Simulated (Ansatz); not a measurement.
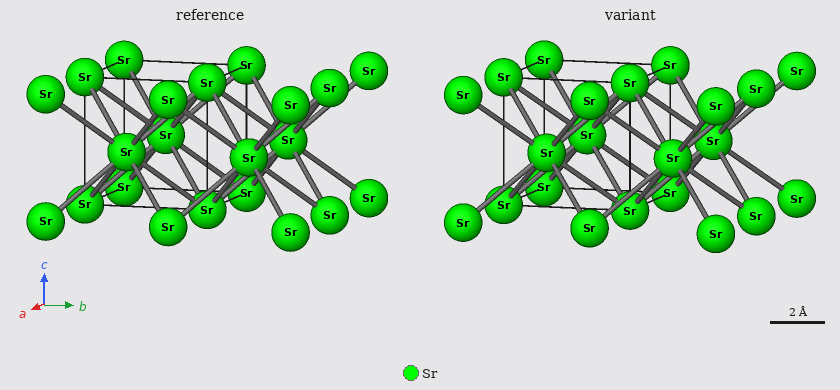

Left: a symmetric starting cell of Sr. Right: the same structure after one change, at the same scale. Style: ball-and-stick. Shown: the conventional cell (2 times the calculation's cell), repeated 2 × 2 × 1 with one cell outlined, slightly off an axis. Lengths and directions refer to the drawn axes.

All numbers below come from DFT PBE, scalar-relativistic, plane waves, PAW in Ansatz 0.2.0. Set-up: plane-wave cutoff 420 eV; k-point mesh 10 × 10 × 10; occupations gaussian; smearing width 0.1 eV; no spin polarisation.

Q: What distinguishes the right structure from the left one?

A: The cell is strained by +0.2 % along c and +3.2 % across it (volume +6.7 %), the atoms keeping their fractional coordinates. No relaxation follows. The starting cell wasn't computed here and needn't be at equilibrium, so pressure and forces aren't due to the change alone.

Q: And its effect?

A: The pressure is −1.1 GPa (not all of it need come from the change, since the unchanged cell can be under pressure at this level too). All forces vanish by symmetry. Some distances before and after: Sr–Sr 4.200 → 4.292 Å. The space group (tolerance 0.01 Å) goes from Im-3m (No. 229) to I4/mmm (No. 139).
